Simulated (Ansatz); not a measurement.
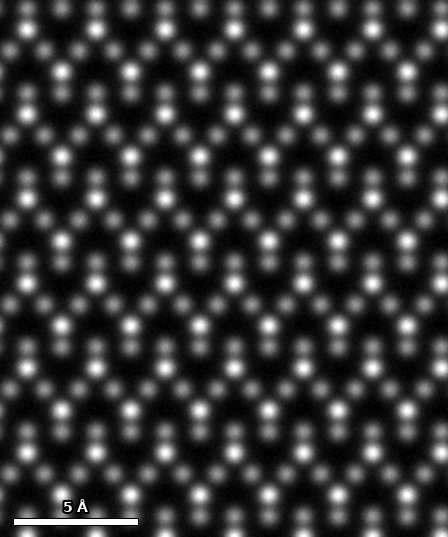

HAADF-like image of a crystal. Simulated incoherent Z contrast: every atom adds Z^1.7 spread by a probe of 0.55 Å full width; channelling and multiple scattering are left out. The probe carries 25 % of its weight in a tail 2.5 times as wide. The display is stretched by a gamma of 0.8; percentages refer to the linear signal. Shot noise was added.

What two-dimensional lattice does the image show, and how large is its cell?

Answer. The pattern repeats on a rectangular net of 2.8 × 3.4 Å.

What is the plane group of the image?

Answer. p2mg: mirror lines in one direction, glide lines across them, twofold points on the glide lines.

How many columns does the smallest repeating cell hold, and how many levels of brightness?

Answer. 6 columns in the primitive cell of 9.6 Å², with 2 levels of brightness (about 100, 50 % of the brightest, counted from the darkest point).

The crystal is Si (Pm-3n, No. 223) seen along [211]. Structure: coordinates from a relaxation with DFT, LDA (PW92), plane waves (420 eV) with PAW, scalar-relativistic (Ansatz 0.2.0); the starting structure was generated, so it need not be a known form of this composition.
